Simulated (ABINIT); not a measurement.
## Band-structure run of C (part 4 of 4)

C (4 atoms in the cell); Kohn-Sham DFT of a periodic cell, AM05, JTH PAW PBE v2.0, no spin polarisation (ABINIT 10.8.3); cutoff 544.23 eV, 12×12×7 k-mesh, fermi-dirac of 0.05 eV. The structure derives from an entry of the Crystallography Open Database.

Geometry of the input (Å; fractional positions):
```
2.5221  0.0000  0.0000
-1.2611  2.1842  0.0000
0.0000  0.0000  4.1186
C  0.6667  0.3333  0.9375
C  0.3333  0.6667  0.4375
C  0.6667  0.3333  0.5625
C  0.3333  0.6667  0.0625
```

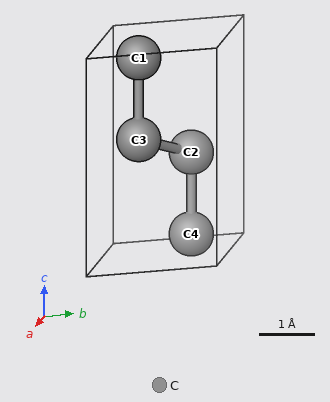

Fig. 1: The structure as given in the input (ball-and-stick view of the cell of the calculation, seen slightly off an axis; atoms are numbered from 1 in the order of the input).

### What the program printed, continued
```
--- !ResultsGS
iteration_state: {dtset: 2, }
comment   : Summary of ground state results
lattice_vectors:
- [  4.7660783,   0.0000000,   0.0000000, ]
- [ -2.3830391,   4.1275449,   0.0000000, ]
- [  0.0000000,   0.0000000,   7.7830260, ]
lattice_lengths: [   4.76608,    4.76608,    7.78303, ]
lattice_angles: [ 90.000,  90.000, 120.000, ] # degrees, (23, 13, 12)
lattice_volume:   1.5310926E+02
convergence: {deltae:  0.000E+00, res2:  0.000E+00, residm:  9.988E-13, diffor:  0.000E+00, }
etotal    :  -2.28383245E+01
entropy   :   0.00000000E+00
fermie    :   4.43671993E-01
cartesian_stress_tensor: null
pressure_GPa: null
xred      :
- [  6.6667E-01,   3.3333E-01,   9.3750E-01,  C]
- [  3.3333E-01,   6.6667E-01,   4.3750E-01,  C]
- [  6.6667E-01,   3.3333E-01,   5.6250E-01,  C]
- [  3.3333E-01,   6.6667E-01,   6.2500E-02,  C]
cartesian_forces: null
force_length_stats: {min: null, max: null, mean: null, }
...

 Integrated electronic density in atomic spheres:
 ------------------------------------------------
 Atom  Sphere_radius  Integrated_density
    1        1.50737          2.64734563
    2        1.50737          2.64734563
    3        1.50737          2.64734563
    4        1.50737          2.64734563

================================================================================

 ----iterations are completed or convergence reached----

 Mean square residual over all n,k,spin=   38.818E-14; max=  99.883E-14
 reduced coordinates (array xred) for    4 atoms
       0.666666666330      0.333333332991      0.937499999533
       0.333333332997      0.666666666325      0.437499999533
       0.666666666330      0.333333332991      0.562499999791
       0.333333332997      0.666666666325      0.062499999791

 cartesian coordinates (angstrom) at end:
    1      1.26104999958301     0.72806755622783     3.86118749807506
    2     -0.00000000041699     1.45613511320249     1.80188749807506
    3      1.26104999958301     0.72806755622783     2.31671249913946
    4     -0.00000000041699     1.45613511320249     0.25741249913946
 length scales=  4.766078262152  4.766078262152  7.783026022164 bohr
              =  2.522100000000  2.522100000000  4.118600000000 angstroms
 Eigenvalues (hartree) for nkpt=  56  k points:
 kpt#   1, nband= 16, wtk=  1.00000, kpt=  0.0000  0.0000  0.0000 (reduced coord)
  -0.41460   -0.19780   -0.11947    0.26605    0.26605    0.37050    0.38753    0.38753
   0.55897    0.55897    0.59905    0.66829    0.73528    0.73528    0.90779    1.02054
 kpt#   2, nband= 16, wtk=  1.00000, kpt=  0.0556  0.0000  0.0000 (reduced coord)
  -0.41182   -0.19530   -0.11688    0.25146    0.26003    0.36576    0.37535    0.38225
   0.56146    0.56686    0.60443    0.67743    0.73785    0.74444    0.91079    1.01626
 kpt#   3, nband= 16, wtk=  1.00000, kpt=  0.1111  0.0000  0.0000 (reduced coord)
  -0.40346   -0.18780   -0.10917    0.21316    0.24431    0.34334    0.35246    0.36822
   0.56453    0.58747    0.61724    0.70278    0.74451    0.76980    0.92013    0.98222
 kpt#   4, nband= 16, wtk=  1.00000, kpt=  0.1667  0.0000  0.0000 (reduced coord)
  -0.38959   -0.17535   -0.09664    0.16132    0.22360    0.29953    0.33195    0.34938
   0.56396    0.61408    0.63251    0.73476    0.75290    0.80654    0.93344    0.93605
 kpt#   5, nband= 16, wtk=  1.00000, kpt=  0.2222  0.0000  0.0000 (reduced coord)
  -0.37029   -0.15801   -0.07994    0.10394    0.20197    0.24988    0.30537    0.32937
   0.56017    0.63985    0.64792    0.75327    0.76115    0.84944    0.90957    0.95595
 kpt#   6, nband= 16, wtk=  1.00000, kpt=  0.2778  0.0000  0.0000 (reduced coord)
  -0.34571   -0.13588   -0.06118    0.04722    0.18207    0.19813    0.27405    0.31073
   0.55460    0.66002    0.66269    0.74254    0.76909    0.89365    0.92832    0.95902
 kpt#   7, nband= 16, wtk=  1.00000, kpt=  0.3333  0.0000  0.0000 (reduced coord)
  -0.31614   -0.10917   -0.05283    0.00551    0.14667    0.16548    0.23976    0.29507
   0.54848    0.67300    0.67602    0.71908    0.77780    0.93448    0.93595    0.97165
 kpt#   8, nband= 16, wtk=  1.00000, kpt=  0.3889  0.0000  0.0000 (reduced coord)
  -0.28226   -0.08622   -0.07832    0.01041    0.09733    0.15312    0.20536    0.28334
   0.54295    0.67992    0.68670    0.69861    0.78842    0.90952    0.96754    1.02014
 kpt#   9, nband= 16, wtk=  1.00000, kpt=  0.4444  0.0000  0.0000 (reduced coord)
  -0.24641   -0.13151   -0.04486    0.03081    0.05247    0.14552    0.17625    0.27612
   0.53909    0.68296    0.68578    0.69352    0.80000    0.88696    0.98905    1.06029
 kpt#  10, nband= 16, wtk=  1.00000, kpt=  0.5000  0.0000  0.0000 (reduced coord)
  -0.22387   -0.15778   -0.02182    0.02559    0.04110    0.14296    0.16350    0.27368
   0.53770    0.68148    0.68377    0.69584    0.80612    0.87698    0.99651    1.07492
 kpt#  11, nband= 16, wtk=  1.00000, kpt=  0.4667  0.0667  0.0000 (reduced coord)
  -0.22109   -0.15569   -0.01944    0.02775    0.04293    0.12742    0.16269    0.26083
   0.55967    0.62728    0.71102    0.73809    0.81036    0.87616    0.99554    1.07383
 kpt#  12, nband= 16, wtk=  1.00000, kpt=  0.4333  0.1333  0.0000 (reduced coord)
  -0.21275   -0.14990   -0.01232    0.03389    0.04510    0.09330    0.15954    0.22804
   0.57717    0.61640    0.74783    0.78803    0.82572    0.87314    0.99256    1.05903
 kpt#  13, nband= 16, wtk=  1.00000, kpt=  0.4000  0.2000  0.0000 (reduced coord)
  -0.19892   -0.14249   -0.00044    0.02422    0.04253    0.07988    0.15211    0.18663
   0.53724    0.69213    0.78510    0.82509    0.86100    0.86641    0.98645    1.01122
 kpt#  14, nband= 16, wtk=  1.00000, kpt=  0.3667  0.2667  0.0000 (reduced coord)
  -0.17967   -0.13989   -0.01166    0.01616    0.04846    0.09390    0.13806    0.14897
   0.51189    0.77325    0.81167    0.84015    0.85403    0.91340    0.95365    0.97366
 kpt#  15, nband= 16, wtk=  1.00000, kpt=  0.3333  0.3333  0.0000 (reduced coord)
  -0.15521   -0.15521   -0.02675    0.03745    0.03745    0.11636    0.11636    0.13316
   0.50345    0.83096    0.83096    0.83463    0.83463    0.91845    0.95374    0.95374
 kpt#  16, nband= 16, wtk=  1.00000, kpt=  0.3030  0.3030  0.0000 (reduced coord)
  -0.18637   -0.12876   -0.01673    0.00898    0.06084    0.09124    0.14115    0.14310
   0.50982    0.81010    0.81112    0.81138    0.85605    0.93396    0.94326    0.95392
 kpt#  17, nband= 16, wtk=  1.00000, kpt=  0.2727  0.2727  0.0000 (reduced coord)
  -0.22370   -0.09900   -0.02538    0.00665    0.06379    0.08798    0.16505    0.16903
   0.52704    0.76845    0.78371    0.78577    0.87839    0.91520    0.92801    0.95173
 kpt#  18, nband= 16, wtk=  1.00000, kpt=  0.2424  0.2424  0.0000 (reduced coord)
  -0.26094   -0.06811   -0.05932    0.03728    0.03834    0.11873    0.19277    0.19900
   0.55146    0.72594    0.75454    0.76313    0.88736    0.89766    0.90878    0.93997
 kpt#  19, nband= 16, wtk=  1.00000, kpt=  0.2121  0.2121  0.0000 (reduced coord)
  -0.29554   -0.09066   -0.04529    0.02573    0.07231    0.15288    0.22369    0.22995
   0.57792    0.68730    0.72556    0.74639    0.85591    0.88068    0.92780    0.93091
 kpt#  20, nband= 16, wtk=  1.00000, kpt=  0.1818  0.1818  0.0000 (reduced coord)
  -0.32641   -0.11852   -0.04853    0.04492    0.10990    0.19007    0.25621    0.26053
   0.59883    0.65346    0.69814    0.74014    0.82458    0.86317    0.92181    0.95605
 kpt#  21, nband= 16, wtk=  1.00000, kpt=  0.1515  0.1515  0.0000 (reduced coord)
  -0.35300   -0.14247   -0.06589    0.08427    0.14827    0.22971    0.28879    0.28935
   0.60704    0.62475    0.67317    0.74456    0.79725    0.84360    0.92512    0.97963
 kpt#  22, nband= 16, wtk=  1.00000, kpt=  0.1212  0.1212  0.0000 (reduced coord)
  -0.37502   -0.16226   -0.08387    0.12982    0.18526    0.27079    0.31516    0.31974
   0.60128    0.60340    0.65109    0.74551    0.77469    0.82024    0.93941    0.95480
 kpt#  23, nband= 16, wtk=  1.00000, kpt=  0.0909  0.0909  0.0000 (reduced coord)
  -0.39227   -0.17776   -0.09902    0.17657    0.21820    0.31154    0.33712    0.34709
   0.58298    0.59320    0.63201    0.72783    0.75723    0.79283    0.93365    0.96456
 kpt#  24, nband= 16, wtk=  1.00000, kpt=  0.0606  0.0606  0.0000 (reduced coord)
  -0.40466   -0.18887   -0.11027    0.22003    0.24411    0.34874    0.35455    0.36874
   0.56978    0.57957    0.61595    0.69927    0.74493    0.76488    0.91884    0.99601
 kpt#  25, nband= 16, wtk=  1.00000, kpt=  0.0303  0.0303  0.0000 (reduced coord)
  -0.41212   -0.19556   -0.11715    0.25314    0.26049    0.36627    0.37671    0.38270
   0.56171    0.56558    0.60390    0.67646    0.73767    0.74338    0.91047    1.01737
 kpt#  26, nband= 16, wtk=  1.00000, kpt=  0.0000  0.0000  0.0000 (reduced coord)
  -0.41460   -0.19780   -0.11947    0.26605    0.26605    0.37050    0.38753    0.38753
   0.55897    0.55897    0.59905    0.66829    0.73528    0.73528    0.90779    1.02054
 kpt#  27, nband= 16, wtk=  1.00000, kpt=  0.0000  0.0000  0.1000 (reduced coord)
  -0.41204   -0.21951   -0.09349    0.26811    0.26811    0.35469    0.38251    0.38251
   0.56427    0.56427    0.60612    0.66806    0.73031    0.73031    0.90972    1.02269
 kpt#  28, nband= 16, wtk=  1.00000, kpt=  0.0000  0.0000  0.2000 (reduced coord)
  -0.40437   -0.25607   -0.04420    0.27423    0.27423    0.31398    0.36931    0.36931
   0.57851    0.57851    0.62161    0.66728    0.71645    0.71645    0.91584    1.02817
 kpt#  29, nband= 16, wtk=  1.00000, kpt=  0.0000  0.0000  0.3000 (reduced coord)
  -0.39162   -0.29170    0.01230    0.25943    0.28420    0.28420    0.35159    0.35159
   0.59855    0.59855    0.63723    0.66565    0.69620    0.69620    0.92669    1.00757
 kpt#  30, nband= 16, wtk=  1.00000, kpt=  0.0000  0.0000  0.4000 (reduced coord)
  -0.37384   -0.32364    0.07271    0.19847    0.29767    0.29767    0.33248    0.33248
   0.62193    0.62193    0.64934    0.66266    0.67230    0.67230    0.94228    0.98413
 kpt#  31, nband= 16, wtk=  1.00000, kpt=  0.0000  0.0000  0.5000 (reduced coord)
  -0.35113   -0.35113    0.13537    0.13537    0.31406    0.31406    0.31406    0.31406
   0.64698    0.64698    0.64698    0.64698    0.65755    0.65755    0.96189    0.96189
 kpt#  32, nband= 16, wtk=  1.00000, kpt=  0.0556  0.0000  0.5000 (reduced coord)
  -0.34838   -0.34838    0.13674    0.13674    0.30036    0.30036    0.30848    0.30848
   0.64468    0.64468    0.65580    0.65580    0.66679    0.66679    0.95749    0.95749
 kpt#  33, nband= 16, wtk=  1.00000, kpt=  0.1111  0.0000  0.5000 (reduced coord)
  -0.34017   -0.34017    0.14039    0.14039    0.26488    0.26488    0.29374    0.29374
   0.63515    0.63515    0.67977    0.67977    0.69223    0.69223    0.94503    0.94503
 kpt#  34, nband= 16, wtk=  1.00000, kpt=  0.1667  0.0000  0.5000 (reduced coord)
  -0.32653   -0.32653    0.14374    0.14374    0.21941    0.21941    0.27407    0.27407
   0.62182    0.62182    0.71322    0.71322    0.72016    0.72016    0.92900    0.92900
 kpt#  35, nband= 16, wtk=  1.00000, kpt=  0.2222  0.0000  0.5000 (reduced coord)
  -0.30757   -0.30757    0.13148    0.13148    0.18582    0.18582    0.25331    0.25331
   0.60812    0.60812    0.73487    0.73487    0.74991    0.74991    0.92054    0.92054
 kpt#  36, nband= 16, wtk=  1.00000, kpt=  0.2778  0.0000  0.5000 (reduced coord)
  -0.28346   -0.28346    0.08628    0.08628    0.18491    0.18491    0.23405    0.23405
   0.59661    0.59661    0.72626    0.72626    0.78420    0.78420    0.92887    0.92887
 kpt#  37, nband= 16, wtk=  1.00000, kpt=  0.3333  0.0000  0.5000 (reduced coord)
  -0.25454   -0.25454    0.03222    0.03222    0.19407    0.19407    0.21792    0.21792
   0.58913    0.58913    0.70095    0.70095    0.81185    0.81185    0.94683    0.94683
 kpt#  38, nband= 16, wtk=  1.00000, kpt=  0.3889  0.0000  0.5000 (reduced coord)
  -0.22159   -0.22159   -0.02058   -0.02058    0.20375    0.20375    0.20586    0.20586
   0.58683    0.58683    0.67139    0.67139    0.83092    0.83092    0.96246    0.96246
 kpt#  39, nband= 16, wtk=  1.00000, kpt=  0.4444  0.0000  0.5000 (reduced coord)
  -0.18735   -0.18735   -0.06724   -0.06724    0.19843    0.19843    0.21081    0.21081
   0.58949    0.58949    0.64658    0.64658    0.84161    0.84161    0.97137    0.97137
 kpt#  40, nband= 16, wtk=  1.00000, kpt=  0.5000  0.0000  0.5000 (reduced coord)
  -0.16693   -0.16693   -0.09187   -0.09187    0.19593    0.19593    0.21339    0.21339
   0.59247    0.59247    0.63573    0.63573    0.84499    0.84499    0.97410    0.97410
 kpt#  41, nband= 16, wtk=  1.00000, kpt=  0.4667  0.0667  0.5000 (reduced coord)
  -0.16429   -0.16429   -0.08972   -0.08972    0.17643    0.17643    0.21847    0.21847
   0.61205    0.61205    0.63784    0.63784    0.83465    0.83465    0.97339    0.97339
 kpt#  42, nband= 16, wtk=  1.00000, kpt=  0.4333  0.1333  0.5000 (reduced coord)
  -0.15644   -0.15644   -0.08370   -0.08370    0.13595    0.13595    0.22350    0.22350
   0.64394    0.64394    0.66172    0.66172    0.81021    0.81021    0.96788    0.96788
 kpt#  43, nband= 16, wtk=  1.00000, kpt=  0.4000  0.2000  0.5000 (reduced coord)
  -0.14368   -0.14368   -0.07562   -0.07562    0.08927    0.08927    0.22775    0.22775
   0.65343    0.65343    0.71871    0.71871    0.78878    0.78878    0.95545    0.95545
 kpt#  44, nband= 16, wtk=  1.00000, kpt=  0.3667  0.2667  0.5000 (reduced coord)
  -0.12723   -0.12723   -0.07068   -0.07068    0.04993    0.04993    0.23114    0.23114
   0.66406    0.66406    0.73125    0.73125    0.81261    0.81261    0.94292    0.94292
 kpt#  45, nband= 16, wtk=  1.00000, kpt=  0.3333  0.3333  0.5000 (reduced coord)
  -0.11526   -0.11526   -0.07373   -0.07373    0.03460    0.03460    0.23256    0.23256
   0.66950    0.66950    0.72374    0.72374    0.83556    0.83556    0.94315    0.94315
 kpt#  46, nband= 16, wtk=  1.00000, kpt=  0.3030  0.3030  0.5000 (reduced coord)
  -0.13190   -0.13190   -0.06147   -0.06147    0.04451    0.04451    0.23109    0.23109
   0.66604    0.66604    0.73095    0.73095    0.82192    0.82192    0.93091    0.93091
 kpt#  47, nband= 16, wtk=  1.00000, kpt=  0.2727  0.2727  0.5000 (reduced coord)
  -0.16532   -0.16532   -0.03426   -0.03426    0.06737    0.06737    0.22641    0.22641
   0.66176    0.66176    0.74623    0.74623    0.79498    0.79498    0.90872    0.90872
 kpt#  48, nband= 16, wtk=  1.00000, kpt=  0.2424  0.2424  0.5000 (reduced coord)
  -0.20086   -0.20086   -0.00086   -0.00086    0.09692    0.09692    0.21875    0.21875
   0.66122    0.66122    0.75592    0.75592    0.77143    0.77143    0.89228    0.89228
 kpt#  49, nband= 16, wtk=  1.00000, kpt=  0.2121  0.2121  0.5000 (reduced coord)
  -0.23442   -0.23442    0.03658    0.03658    0.13003    0.13003    0.20933    0.20933
   0.66365    0.66365    0.73168    0.73168    0.77895    0.77895    0.88649    0.88649
 kpt#  50, nband= 16, wtk=  1.00000, kpt=  0.1818  0.1818  0.5000 (reduced coord)
  -0.26456   -0.26456    0.07659    0.07659    0.16332    0.16332    0.20148    0.20148
   0.66602    0.66602    0.70571    0.70571    0.78486    0.78486    0.89086    0.89086
 kpt#  51, nband= 16, wtk=  1.00000, kpt=  0.1515  0.1515  0.5000 (reduced coord)
  -0.29061   -0.29061    0.11572    0.11572    0.18298    0.18298    0.21114    0.21114
   0.66544    0.66544    0.68455    0.68455    0.78214    0.78214    0.90087    0.90087
 kpt#  52, nband= 16, wtk=  1.00000, kpt=  0.1212  0.1212  0.5000 (reduced coord)
  -0.31221   -0.31221    0.14109    0.14109    0.19680    0.19680    0.24132    0.24132
   0.66024    0.66024    0.67054    0.67054    0.76562    0.76562    0.91417    0.91417
 kpt#  53, nband= 16, wtk=  1.00000, kpt=  0.0909  0.0909  0.5000 (reduced coord)
  -0.32916   -0.32916    0.14376    0.14376    0.23161    0.23161    0.27065    0.27065
   0.65268    0.65268    0.66297    0.66297    0.73439    0.73439    0.93056    0.93056
 kpt#  54, nband= 16, wtk=  1.00000, kpt=  0.0606  0.0606  0.5000 (reduced coord)
  -0.34134   -0.34134    0.13993    0.13993    0.27090    0.27090    0.29400    0.29400
   0.64807    0.64807    0.65741    0.65741    0.69690    0.69690    0.94669    0.94669
 kpt#  55, nband= 16, wtk=  1.00000, kpt=  0.0303  0.0303  0.5000 (reduced coord)
  -0.34868   -0.34868    0.13659    0.13659    0.30190    0.30190    0.30893    0.30893
   0.64685    0.64685    0.65209    0.65209    0.66671    0.66671    0.95796    0.95796
 kpt#  56, nband= 16, wtk=  1.00000, kpt=  0.0000  0.0000  0.5000 (reduced coord)
  -0.35113   -0.35113    0.13537    0.13537    0.31406    0.31406    0.31406    0.31406
   0.64698    0.64698    0.64698    0.64698    0.65755    0.65755    0.96189    0.96189

== END DATASET(S) ==============================================================
================================================================================

 -outvars: echo values of variables after computation  --------
            acell      4.7660782622E+00  4.7660782622E+00  7.7830260222E+00 Bohr
           etotal1    -2.2838324547E+01
            fcart1    -3.3897620749E-28 -6.5236001546E-29 -5.0644423364E-04
                       1.1299206916E-28 -3.2618000773E-28 -5.0644423364E-04
                      -7.9094448414E-28  1.2394840294E-27  5.0644423364E-04
                       1.0169286225E-27 -8.4806802010E-28  5.0644423364E-04
            rprim      1.0000000000E+00  0.0000000000E+00  0.0000000000E+00
                      -5.0000000000E-01  8.6602540380E-01  0.0000000000E+00
                       0.0000000000E+00  0.0000000000E+00  1.0000000000E+00
           strten1     4.5482092518E-04  4.5482092474E-04 -3.9144538617E-04
                       0.0000000000E+00  0.0000000000E+00  0.0000000000E+00
           xangst      1.2610499996E+00  7.2806755623E-01  3.8611874981E+00
                      -4.1699370683E-10  1.4561351132E+00  1.8018874981E+00
                       1.2610499996E+00  7.2806755623E-01  2.3167124991E+00
                      -4.1699370683E-10  1.4561351132E+00  2.5741249914E-01
             xred      6.6666666633E-01  3.3333333299E-01  9.3749999953E-01
                       3.3333333300E-01  6.6666666632E-01  4.3749999953E-01
                       6.6666666633E-01  3.3333333299E-01  5.6249999979E-01
                       3.3333333300E-01  6.6666666632E-01  6.2499999791E-02
 Calculation completed.
```

### Summary

| quantity | value |
| --- | --- |
| outcome | converged |
| space group (tolerance 0.01 Å) | P6₃/mmc (194) |
| electrons treated | 16 |
| free energy | −621.4625 eV |
| Fermi energy | 12.073 eV |
| gap on the k-point mesh | 3.15 eV |
| gap on the band path | 3.15 eV |
| pressure | −5.08 GPa |
| largest force (length of the vector) | 0.026 eV/Å |
| hardware | 1 thread of Arm Neoverse V2, 24 GiB of memory available, shared host |
| wall time | 21 s |
| peak memory | 0.11 GiB |
